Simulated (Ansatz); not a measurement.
# Molecular dynamics of Ge (part 1 of 3)

The run: molecular dynamics of Ge (P6₃/mmc, 16 atoms in the cell). Method and program: DFT PBEsol, scalar-relativistic, plane waves, PAW, no spin polarisation (Ansatz 0.2.0).

The structure derives from a Materials Project entry. It belongs to a series of runs on one base structure; here: dynamics (NVT, Langevin thermostat) at 300 K, volume × 1.03. Figures and captions count atoms from 1; the log counts them from 0 in places.

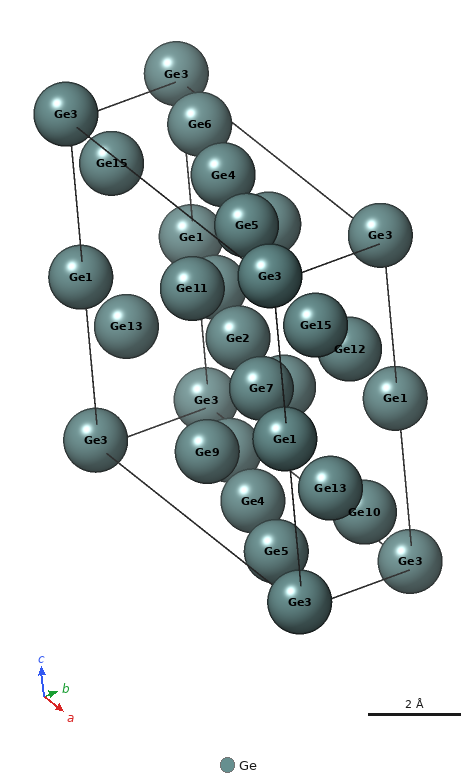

Figure 1. The input geometry (spheres-only view of the cell of the calculation, seen slightly off an axis; atoms are numbered from 1 in the order of the input). An atom can appear more than once, as a periodic image.

## The input
```yaml
crystal:
  lattice:
    - [3.8346499005, 0.0, -6.3112212359]
    - [3.8346499005, 0.0, 6.3112212359]
    - [-3.8346499005, -6.641808457, 0.0]
  atoms:
    - { symbol: Ge, position: [0.964425722, 0.035574278, 0.5] }
    - { symbol: Ge, position: [0.464425722, 0.535574278, 0.5] }
    - { symbol: Ge, position: [0.964425722, 0.035574278, 1.0] }
    - { symbol: Ge, position: [0.464425722, 0.535574278, 1.0] }
    - { symbol: Ge, position: [0.714425722, 0.285574278, 0.0] }
    - { symbol: Ge, position: [0.214425722, 0.785574278, 0.0] }
    - { symbol: Ge, position: [0.714425722, 0.285574278, 0.5] }
    - { symbol: Ge, position: [0.214425722, 0.785574278, 0.5] }
    - { symbol: Ge, position: [0.4227576113, 0.2439090553, 0.1666666667] }
    - { symbol: Ge, position: [0.9227576113, 0.7439090553, 0.1666666667] }
    - { symbol: Ge, position: [0.4227576113, 0.2439090553, 0.6666666667] }
    - { symbol: Ge, position: [0.9227576113, 0.7439090553, 0.6666666667] }
    - { symbol: Ge, position: [0.0060909447, 0.3272423887, 0.3333333333] }
    - { symbol: Ge, position: [0.5060909447, 0.8272423887, 0.3333333333] }
    - { symbol: Ge, position: [0.0060909447, 0.3272423887, 0.8333333333] }
    - { symbol: Ge, position: [0.5060909447, 0.8272423887, 0.8333333333] }
basis:
  ecutwfc: 420
kpoints:
  mp_grid: { grid: [4, 4, 4], shift: [0.5, 0.5, 0.5] }
hamiltonian:
  xc: pbesol
scf:
  occupations: { method: fermi_dirac, width: 0.05 }
  lower_state_search: "off"
  convergence: { dr2_threshold: 1.0e-07 }
output:
  forces: true
  stress: true
md:
  timestep: 3.0
  n_steps: 47
  ensemble: nvt_langevin
  temperature: 300.0
  initial_velocities: maxwell_boltzmann
  seed: 88560
  friction: 0.02
```

Machine: 4 threads of Intel Xeon @ 2.50GHz (Skylake/Cascade Lake), 189 GiB of memory available, shared host.

Command:
```bash
ansatz run input.yaml --threads 4 --pin off --max-ram 9216MiB --backend cpu --events-out ev --progress --plain --runs-dir out
```

## Log
```
Warning: md: disabling space-group detection — thermal motion breaks the input geometry's symmetry, so no spatial operation reduces the k-mesh or symmetrises the density; time reversal is kept, so that k and −k are solved as one point where they differ and the mesh holds both, and exact exchange and, on two spinor components, a DFT+U term hold to it where the run has them: on two components no moment then forms, and a state that bears one, which a typed moment (crystal.atoms[].spin; refused beside efield: under a hybrid functional) reaches, can lie lower, under hf by electronvolts; crystal.symmetry.detect: false (a key that needs symmetry detection or time reversal refuses this as the deck is read) with time_reversal: false beside it drops time reversal too
Warning: output.stress: scf.convergence.dr2_threshold = 1e-7 eV (the SCF's general default) is looser than the 1.6e-9 eV advised for a printed stress (1e-10 eV for each atom of the cell: 16). What an SCF threshold leaves in a stress goes as its square root, and in the free energy as the threshold itself, and one threshold admits the most on a small cell: of the crystals measured, under no hybrid functional and no lock of the moments, on runs that ended without the residual-converged pass, on stresses that held no estimate of that error, the worst erred by over 100 MPa in a component at 1e-7 eV an atom and by under 5 at 1e-10. Set scf.convergence.dr2_threshold to 1.6e-9 eV or tighter. The threshold is an SCF's pass mark: one that does not reach it within its budget of iterations ends unconverged, or closes short of it on a stop that the run arms, and scf.convergence.dr2_threshold's page says what that costs each kind of run
Engine: ansatz 0.2.0, x86_64-unknown-linux-gnu
Pseudopotentials: kind: paw
Pseudopotential: Ge, paw, valence charge 14, recommended cutoff 420 eV (normal), Ge.paw.azcp
Functional definition: PBEsol
  exchange = pbesol_x
  correlation = pbesol_c
Crystal: 16 atoms, lattice volume = 321.481 Å³
Basis set: ecut = 420 eV, 6271 PW (Γ), exchange–correlation on 100×100×108 points (8 copies of the dense FFT grid, shifted against one another)
Bands: 135, of which v1, the nominal top of the filled ones, is band 112 counted from 1 (111 counted from 0)
Symmetry: 1 space group operations
k-points: 32 of 64 (time reversal used)
Non-local potential: Ge, projectors of the file, l = 0: 2, l = 1: 2, l = 2: 3, l = 3: 1
PAW form: soft (Blöchl's): semilocal exchange-correlation on the pseudo side does not see the compensation charge
PAW frozen core: Ge, regenerated for the run's functional, and the local potential with it (the file was generated under x = pbe(κ = 0.804, μ = 0.2195149727645171), c = pbe(β = 0.06672455060314922))
PAW one-centre angular grid: Ge, 590 points (default); XC on 64 Gauss nodes
Initial density: superposition of atomic densities (neutral atoms: chi_scale 0, normalization atom), corrected by the library's trained network
Initial wavefunctions: pseudopotential atomic-orbital guess
Functional: x = pbesol(κ = 0.804, μ = 0.12345679012345678), c = pbesol(β = 0.046)
SCF iter   1: F=—  HF=-68052.242045 eV  |F-HF|=—  |Δ(HF+E_count)|=         —  Δρ=2.33e-3  dr2=1.78e-2  ethr=1.77e-3  ⟨swp⟩=5.6  Hψ=14973  notcnv=0  defer=92
preconditioner: auto → Kerker (q_TF=auto, 2.569 Å⁻¹)  [metal: Δε(μ)=0.006 eV  Ē_g=22.083 eV  σ=0.050 eV  W_gap=0.03  n_scr=90 (ndim 8)  ℏωp=31.0 eV  f_vac=0.001  D(μ)=7.06/eV (n_scr^D=46)]
SCF iter   2: F=—  HF=-68052.230557 eV  |F-HF|=—  |Δ(HF+E_count)|=   1.15e-2  Δρ=1.34e-3  dr2=6.85e-3  ethr=7.93e-6  ⟨swp⟩=2.4  Hψ=8708  notcnv=0  defer=189
SCF iter   3: F=—  HF=-68052.229888 eV  |F-HF|=—  |Δ(HF+E_count)|=   6.68e-4  Δρ=5.09e-4  dr2=1.11e-3  ethr=3.06e-6  ⟨swp⟩=2.0  Hψ=4814  notcnv=0  defer=189
SCF iter   4: F=—  HF=-68052.229747 eV  |F-HF|=—  |Δ(HF+E_count)|=   1.41e-4  Δρ=9.86e-5  dr2=3.37e-5  ethr=4.95e-7  ⟨swp⟩=2.0  Hψ=4968  notcnv=0  defer=189
SCF iter   5: F=—  HF=-68052.229610 eV  |F-HF|=—  |Δ(HF+E_count)|=   1.37e-4  Δρ=3.37e-5  dr2=4.27e-6  ethr=1.50e-8  ⟨swp⟩=2.0  Hψ=7529  notcnv=0  defer=189
SCF iter   6: F=—  HF=-68052.229607 eV  |F-HF|=—  |Δ(HF+E_count)|=   3.28e-6  Δρ=1.78e-5  dr2=1.00e-6  ethr=1.90e-9  ⟨swp⟩=2.0  Hψ=7537  notcnv=0  defer=189
SCF iter   7: F=-68052.229607 eV  HF=-68052.229607 eV  |F-HF|=1.29e-8  |Δ(HF+E_count)|=   5.37e-8  Δρ=3.44e-6  dr2=6.43e-8  ethr=4.46e-11  ⟨swp⟩=2.0  Hψ=14897  notcnv=0
SCF 1 converged in 7 iterations: F = -68052.229607 eV  dr2 = 6.43e-8
  greatest PAW one-centre occupation: 0.998 electrons in one spin orbital (limit 2), on the Ge atom at site 7 (counted from 0), in its partial waves of l = 2
md step     0: t =     0.00 fs  T =   281.3 K  F+E_penalty+E_count = -68052.22960660 eV  E_kin = 0.581670 eV  P_inst = -1.8914 GPa  (7 SCF iters)
Initial density: handed on by an earlier stage of this run
Initial wavefunctions: those handed on with the density
iter 1 solved again at ethr=6.63e-7 eV; its pass at ethr=3.10e-3 eV (dr2=1.49e-3 eV) is discarded
SCF iter   1: F=—  HF=-68052.227928 eV  |F-HF|=—  |Δ(HF+E_count)|=         —  Δρ=5.93e-4  dr2=1.26e-3  ethr=6.63e-7  ⟨swp⟩=2.1  Hψ=20386  notcnv=0
preconditioner: auto → Kerker (q_TF=auto, 2.569 Å⁻¹)  [metal: Δε(μ)=0.006 eV  Ē_g=22.125 eV  σ=0.050 eV  W_gap=0.03  n_scr=90 (ndim 8)  ℏωp=31.0 eV  f_vac=0.001  D(μ)=7.12/eV (n_scr^D=46)]
SCF iter   2: F=—  HF=-68052.227804 eV  |F-HF|=—  |Δ(HF+E_count)|=   1.24e-4  Δρ=3.56e-4  dr2=5.23e-4  ethr=5.63e-7  ⟨swp⟩=1.0  Hψ=4320  notcnv=0
SCF iter   3: F=—  HF=-68052.227699 eV  |F-HF|=—  |Δ(HF+E_count)|=   1.05e-4  Δρ=4.88e-5  dr2=6.32e-6  ethr=2.34e-7  ⟨swp⟩=2.0  Hψ=4862  notcnv=0
SCF iter   4: F=—  HF=-68052.227637 eV  |F-HF|=—  |Δ(HF+E_count)|=   6.23e-5  Δρ=2.14e-5  dr2=1.52e-6  ethr=2.82e-9  ⟨swp⟩=2.0  Hψ=7919  notcnv=0
SCF iter   5: F=—  HF=-68052.227636 eV  |F-HF|=—  |Δ(HF+E_count)|=   3.34e-7  Δρ=9.15e-6  dr2=4.46e-7  ethr=6.76e-10  ⟨swp⟩=2.9  Hψ=9077  notcnv=0
SCF iter   6: F=-68052.227636 eV  HF=-68052.227636 eV  |F-HF|=2.78e-8  |Δ(HF+E_count)|=   9.04e-8  Δρ=2.32e-6  dr2=4.25e-8  ethr=4.46e-11  ⟨swp⟩=3.0  Hψ=13383  notcnv=0
SCF 2 converged in 6 iterations: F = -68052.227636 eV  dr2 = 4.25e-8
  greatest PAW one-centre occupation: 0.998 electrons in one spin orbital (limit 2), on the Ge atom at site 0 (counted from 0), in its partial waves of l = 2
md step     1: t =     3.00 fs  T =   246.1 K  F+E_penalty+E_count = -68052.22763636 eV  E_kin = 0.508912 eV  P_inst = -1.9085 GPa  (6 SCF iters)
[... from here on the SCF iterations and repeated set-up lines of each step are left out, up to the last step ...]
SCF 3 converged in 6 iterations: F = -68052.220747 eV  dr2 = 4.04e-8
md step     2: t =     6.00 fs  T =   241.6 K  F+E_penalty+E_count = -68052.22074750 eV  E_kin = 0.499768 eV  P_inst = -1.8937 GPa  (6 SCF iters)
SCF 4 converged in 6 iterations: F = -68052.208933 eV  dr2 = 4.86e-8
md step     3: t =     9.00 fs  T =   279.7 K  F+E_penalty+E_count = -68052.20893349 eV  E_kin = 0.578549 eV  P_inst = -1.8385 GPa  (6 SCF iters)
SCF 5 converged in 6 iterations: F = -68052.192231 eV  dr2 = 5.72e-8
md step     4: t =    12.00 fs  T =   288.2 K  F+E_penalty+E_count = -68052.19223117 eV  E_kin = 0.595981 eV  P_inst = -1.7923 GPa  (6 SCF iters)
SCF 6 converged in 5 iterations: F = -68052.171871 eV  dr2 = 3.62e-8
md step     5: t =    15.00 fs  T =   280.4 K  F+E_penalty+E_count = -68052.17187148 eV  E_kin = 0.579966 eV  P_inst = -1.7485 GPa  (5 SCF iters)
SCF 7 converged in 5 iterations: F = -68052.149319 eV  dr2 = 4.17e-8
md step     6: t =    18.00 fs  T =   285.8 K  F+E_penalty+E_count = -68052.14931859 eV  E_kin = 0.591029 eV  P_inst = -1.6896 GPa  (5 SCF iters)
SCF 8 converged in 5 iterations: F = -68052.124496 eV  dr2 = 4.18e-8
md step     7: t =    21.00 fs  T =   281.2 K  F+E_penalty+E_count = -68052.12449587 eV  E_kin = 0.581599 eV  P_inst = -1.6320 GPa  (5 SCF iters)
SCF 9 converged in 5 iterations: F = -68052.098707 eV  dr2 = 2.85e-8
md step     8: t =    24.00 fs  T =   262.8 K  F+E_penalty+E_count = -68052.09870723 eV  E_kin = 0.543451 eV  P_inst = -1.5835 GPa  (5 SCF iters)
SCF 10 converged in 4 iterations: F = -68052.073033 eV  dr2 = 8.86e-8
md step     9: t =    27.00 fs  T =   249.2 K  F+E_penalty+E_count = -68052.07303262 eV  E_kin = 0.515360 eV  P_inst = -1.5334 GPa  (4 SCF iters)
SCF 11 converged in 6 iterations: F = -68052.047593 eV  dr2 = 3.20e-8
md step    10: t =    30.00 fs  T =   199.5 K  F+E_penalty+E_count = -68052.04759306 eV  E_kin = 0.412521 eV  P_inst = -1.5102 GPa  (6 SCF iters)
SCF 12 converged in 5 iterations: F = -68052.022785 eV  dr2 = 2.66e-8
md step    11: t =    33.00 fs  T =   218.9 K  F+E_penalty+E_count = -68052.02278513 eV  E_kin = 0.452718 eV  P_inst = -1.4426 GPa  (5 SCF iters)
SCF 13 converged in 5 iterations: F = -68051.999106 eV  dr2 = 2.12e-8
md step    12: t =    36.00 fs  T =   184.0 K  F+E_penalty+E_count = -68051.99910587 eV  E_kin = 0.380544 eV  P_inst = -1.4153 GPa  (5 SCF iters)
SCF 14 converged in 5 iterations: F = -68051.977874 eV  dr2 = 2.39e-8
md step    13: t =    39.00 fs  T =   181.6 K  F+E_penalty+E_count = -68051.97787377 eV  E_kin = 0.375680 eV  P_inst = -1.3729 GPa  (5 SCF iters)
SCF 15 converged in 5 iterations: F = -68051.957099 eV  dr2 = 2.82e-8
md step    14: t =    42.00 fs  T =   197.2 K  F+E_penalty+E_count = -68051.95709893 eV  E_kin = 0.407792 eV  P_inst = -1.3221 GPa  (5 SCF iters)
SCF 16 converged in 5 iterations: F = -68051.938109 eV  dr2 = 3.57e-8
md step    15: t =    45.00 fs  T =   181.5 K  F+E_penalty+E_count = -68051.93810872 eV  E_kin = 0.375323 eV  P_inst = -1.2994 GPa  (5 SCF iters)
SCF 17 converged in 5 iterations: F = -68051.921980 eV  dr2 = 4.85e-8
md step    16: t =    48.00 fs  T =   212.7 K  F+E_penalty+E_count = -68051.92197991 eV  E_kin = 0.439871 eV  P_inst = -1.2529 GPa  (5 SCF iters)
SCF 18 converged in 5 iterations: F = -68051.910450 eV  dr2 = 5.02e-8
md step    17: t =    51.00 fs  T =   278.9 K  F+E_penalty+E_count = -68051.91044979 eV  E_kin = 0.576716 eV  P_inst = -1.1942 GPa  (5 SCF iters)
SCF 19 converged in 5 iterations: F = -68051.903937 eV  dr2 = 3.29e-8
md step    18: t =    54.00 fs  T =   314.0 K  F+E_penalty+E_count = -68051.90393708 eV  E_kin = 0.649475 eV  P_inst = -1.1662 GPa  (5 SCF iters)
SCF 20 converged in 5 iterations: F = -68051.897907 eV  dr2 = 2.11e-8
md step    19: t =    57.00 fs  T =   308.5 K  F+E_penalty+E_count = -68051.89790711 eV  E_kin = 0.637934 eV  P_inst = -1.1635 GPa  (5 SCF iters)
SCF 21 converged in 6 iterations: F = -68051.892866 eV  dr2 = 3.76e-8
md step    20: t =    60.00 fs  T =   307.1 K  F+E_penalty+E_count = -68051.89286569 eV  E_kin = 0.635172 eV  P_inst = -1.1583 GPa  (6 SCF iters)
SCF 22 converged in 5 iterations: F = -68051.889849 eV  dr2 = 3.19e-8
md step    21: t =    63.00 fs  T =   357.0 K  F+E_penalty+E_count = -68051.88984907 eV  E_kin = 0.738362 eV  P_inst = -1.1214 GPa  (5 SCF iters)
SCF 23 converged in 5 iterations: F = -68051.886003 eV  dr2 = 3.63e-8
md step    22: t =    66.00 fs  T =   363.0 K  F+E_penalty+E_count = -68051.88600302 eV  E_kin = 0.750669 eV  P_inst = -1.1120 GPa  (5 SCF iters)
SCF 24 converged in 5 iterations: F = -68051.879361 eV  dr2 = 2.65e-8
md step    23: t =    69.00 fs  T =   330.3 K  F+E_penalty+E_count = -68051.87936128 eV  E_kin = 0.683212 eV  P_inst = -1.1220 GPa  (5 SCF iters)
SCF 25 converged in 5 iterations: F = -68051.869166 eV  dr2 = 7.58e-8
md step    24: t =    72.00 fs  T =   331.5 K  F+E_penalty+E_count = -68051.86916627 eV  E_kin = 0.685504 eV  P_inst = -1.1006 GPa  (5 SCF iters)
SCF 26 converged in 5 iterations: F = -68051.854130 eV  dr2 = 2.82e-8
md step    25: t =    75.00 fs  T =   307.4 K  F+E_penalty+E_count = -68051.85413036 eV  E_kin = 0.635771 eV  P_inst = -1.0851 GPa  (5 SCF iters)
SCF 27 converged in 6 iterations: F = -68051.838107 eV  dr2 = 1.18e-8
md step    26: t =    78.00 fs  T =   316.2 K  F+E_penalty+E_count = -68051.83810677 eV  E_kin = 0.654018 eV  P_inst = -1.0441 GPa  (6 SCF iters)
SCF 28 converged in 5 iterations: F = -68051.827220 eV  dr2 = 5.69e-8
md step    27: t =    81.00 fs  T =   300.6 K  F+E_penalty+E_count = -68051.82721970 eV  E_kin = 0.621591 eV  P_inst = -1.0304 GPa  (5 SCF iters)
SCF 29 converged in 5 iterations: F = -68051.822278 eV  dr2 = 3.81e-8
md step    28: t =    84.00 fs  T =   287.9 K  F+E_penalty+E_count = -68051.82227836 eV  E_kin = 0.595433 eV  P_inst = -1.0284 GPa  (5 SCF iters)
SCF 30 converged in 5 iterations: F = -68051.818621 eV  dr2 = 4.61e-8
md step    29: t =    87.00 fs  T =   298.1 K  F+E_penalty+E_count = -68051.81862130 eV  E_kin = 0.616493 eV  P_inst = -1.0165 GPa  (5 SCF iters)
SCF 31 converged in 6 iterations: F = -68051.812528 eV  dr2 = 6.05e-8
md step    30: t =    90.00 fs  T =   353.1 K  F+E_penalty+E_count = -68051.81252788 eV  E_kin = 0.730217 eV  P_inst = -0.9682 GPa  (6 SCF iters)
SCF 32 converged in 5 iterations: F = -68051.803469 eV  dr2 = 2.70e-8
md step    31: t =    93.00 fs  T =   326.3 K  F+E_penalty+E_count = -68051.80346879 eV  E_kin = 0.674885 eV  P_inst = -0.9671 GPa  (5 SCF iters)
SCF 33 converged in 5 iterations: F = -68051.793259 eV  dr2 = 4.11e-8
md step    32: t =    96.00 fs  T =   294.1 K  F+E_penalty+E_count = -68051.79325943 eV  E_kin = 0.608284 eV  P_inst = -0.9667 GPa  (5 SCF iters)
SCF 34 converged in 5 iterations: F = -68051.786968 eV  dr2 = 7.20e-8
md step    33: t =    99.00 fs  T =   285.3 K  F+E_penalty+E_count = -68051.78696821 eV  E_kin = 0.590022 eV  P_inst = -0.9611 GPa  (5 SCF iters)
SCF 35 converged in 5 iterations: F = -68051.784486 eV  dr2 = 5.48e-8
md step    34: t =   102.00 fs  T =   261.4 K  F+E_penalty+E_count = -68051.78448579 eV  E_kin = 0.540527 eV  P_inst = -0.9730 GPa  (5 SCF iters)
SCF 36 converged in 5 iterations: F = -68051.784427 eV  dr2 = 5.35e-8
md step    35: t =   105.00 fs  T =   291.9 K  F+E_penalty+E_count = -68051.78442672 eV  E_kin = 0.603662 eV  P_inst = -0.9459 GPa  (5 SCF iters)
SCF 37 converged in 5 iterations: F = -68051.783360 eV  dr2 = 4.29e-8
md step    36: t =   108.00 fs  T =   312.4 K  F+E_penalty+E_count = -68051.78335971 eV  E_kin = 0.646026 eV  P_inst = -0.9207 GPa  (5 SCF iters)
SCF 38 converged in 5 iterations: F = -68051.777987 eV  dr2 = 5.41e-8
md step    37: t =   111.00 fs  T =   289.9 K  F+E_penalty+E_count = -68051.77798714 eV  E_kin = 0.599636 eV  P_inst = -0.9139 GPa  (5 SCF iters)
SCF 39 converged in 5 iterations: F = -68051.771278 eV  dr2 = 4.42e-8
md step    38: t =   114.00 fs  T =   252.7 K  F+E_penalty+E_count = -68051.77127787 eV  E_kin = 0.522667 eV  P_inst = -0.9125 GPa  (5 SCF iters)
SCF 40 converged in 5 iterations: F = -68051.767123 eV  dr2 = 5.94e-8
md step    39: t =   117.00 fs  T =   220.0 K  F+E_penalty+E_count = -68051.76712261 eV  E_kin = 0.455076 eV  P_inst = -0.9156 GPa  (5 SCF iters)
SCF 41 converged in 6 iterations: F = -68051.763910 eV  dr2 = 4.26e-8
md step    40: t =   120.00 fs  T =   245.0 K  F+E_penalty+E_count = -68051.76391009 eV  E_kin = 0.506796 eV  P_inst = -0.8833 GPa  (6 SCF iters)
SCF 42 converged in 5 iterations: F = -68051.760527 eV  dr2 = 1.91e-8
md step    41: t =   123.00 fs  T =   248.1 K  F+E_penalty+E_count = -68051.76052714 eV  E_kin = 0.513184 eV  P_inst = -0.8644 GPa  (5 SCF iters)
SCF 43 converged in 5 iterations: F = -68051.754429 eV  dr2 = 2.57e-8
md step    42: t =   126.00 fs  T =   234.1 K  F+E_penalty+E_count = -68051.75442851 eV  E_kin = 0.484136 eV  P_inst = -0.8543 GPa  (5 SCF iters)
SCF 44 converged in 5 iterations: F = -68051.740560 eV  dr2 = 3.06e-8
md step    43: t =   129.00 fs  T =   232.5 K  F+E_penalty+E_count = -68051.74055983 eV  E_kin = 0.480918 eV  P_inst = -0.8237 GPa  (5 SCF iters)
SCF 45 converged in 5 iterations: F = -68051.727503 eV  dr2 = 6.23e-8
md step    44: t =   132.00 fs  T =   209.1 K  F+E_penalty+E_count = -68051.72750330 eV  E_kin = 0.432491 eV  P_inst = -0.8108 GPa  (5 SCF iters)
SCF 46 converged in 5 iterations: F = -68051.717194 eV  dr2 = 4.05e-8
md step    45: t =   135.00 fs  T =   191.9 K  F+E_penalty+E_count = -68051.71719422 eV  E_kin = 0.396826 eV  P_inst = -0.7993 GPa  (5 SCF iters)
SCF 47 converged in 4 iterations: F = -68051.707889 eV  dr2 = 8.46e-8
md step    46: t =   138.00 fs  T =   229.1 K  F+E_penalty+E_count = -68051.70788946 eV  E_kin = 0.473894 eV  P_inst = -0.7501 GPa  (4 SCF iters)
iter 1 solved again at ethr=5.12e-7 eV; its pass at ethr=3.10e-3 eV (dr2=1.15e-3 eV) is discarded
SCF iter   1: F=—  HF=-68051.701970 eV  |F-HF|=—  |Δ(HF+E_count)|=         —  Δρ=5.34e-4  dr2=1.01e-3  ethr=5.12e-7  ⟨swp⟩=2.0  Hψ=20467  notcnv=0
preconditioner: auto → Kerker (q_TF=auto, 2.569 Å⁻¹)  [metal: Δε(μ)=0.017 eV  Ē_g=22.138 eV  σ=0.050 eV  W_gap=0.08  n_scr=90 (ndim 8)  ℏωp=31.0 eV  f_vac=0.002  D(μ)=6.52/eV (n_scr^D=40)]
SCF iter   2: F=—  HF=-68051.701864 eV  |F-HF|=—  |Δ(HF+E_count)|=   1.06e-4  Δρ=3.17e-4  dr2=4.05e-4  ethr=4.52e-7  ⟨swp⟩=1.0  Hψ=4320  notcnv=0
SCF iter   3: F=—  HF=-68051.701789 eV  |F-HF|=—  |Δ(HF+E_count)|=   7.48e-5  Δρ=4.59e-5  dr2=5.91e-6  ethr=1.81e-7  ⟨swp⟩=2.0  Hψ=4858  notcnv=0
SCF iter   4: F=—  HF=-68051.701734 eV  |F-HF|=—  |Δ(HF+E_count)|=   5.49e-5  Δρ=2.17e-5  dr2=1.46e-6  ethr=2.64e-9  ⟨swp⟩=2.0  Hψ=7919  notcnv=0
SCF iter   5: F=—  HF=-68051.701734 eV  |F-HF|=—  |Δ(HF+E_count)|=   1.49e-7  Δρ=6.80e-6  dr2=3.07e-7  ethr=6.52e-10  ⟨swp⟩=2.5  Hψ=7959  notcnv=0
SCF iter   6: F=-68051.701734 eV  HF=-68051.701734 eV  |F-HF|=1.25e-8  |Δ(HF+E_count)|=   4.97e-8  Δρ=1.61e-6  dr2=2.31e-8  ethr=4.46e-11  ⟨swp⟩=4.0  Hψ=12659  notcnv=0
SCF 48 converged in 6 iterations: F = -68051.701734 eV  dr2 = 2.31e-8
md step    47: t =   141.00 fs  T =   219.3 K  F+E_penalty+E_count = -68051.70173412 eV  E_kin = 0.453466 eV  P_inst = -0.7409 GPa  (6 SCF iters)
```

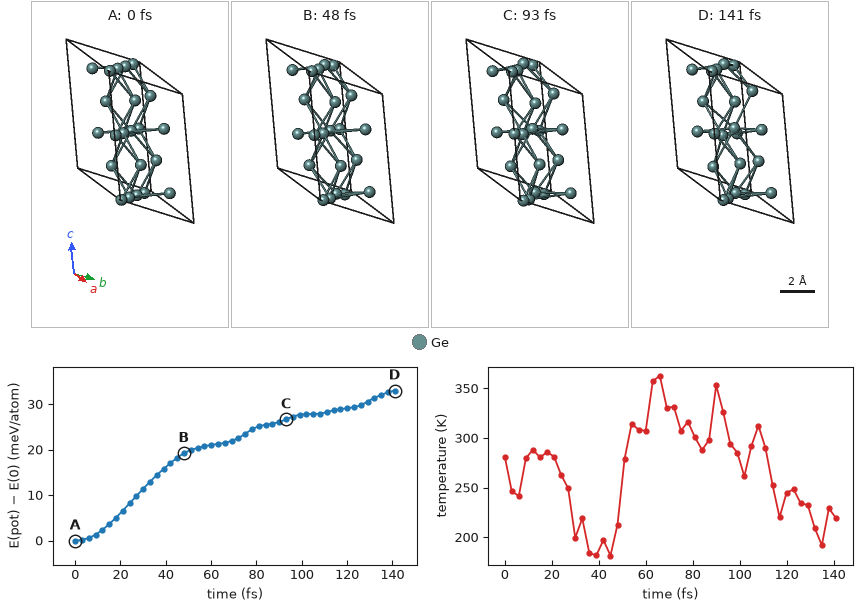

Figure 2. Frames of the molecular dynamics (ball-and-stick, simulation cell, seen slightly off an axis) above the curves, on which the letters mark them. The trajectory kept here has 48 frames over 141 fs. The temperature starts at 281 K, ranges from 181 to 363 K and averages 272 K over the second half. The potential energy ends 33.0 meV/atom above its first value. With the common drift removed, the root-mean-square displacement is 0.20 Å, and Ge8 has moved furthest (0.36 Å).
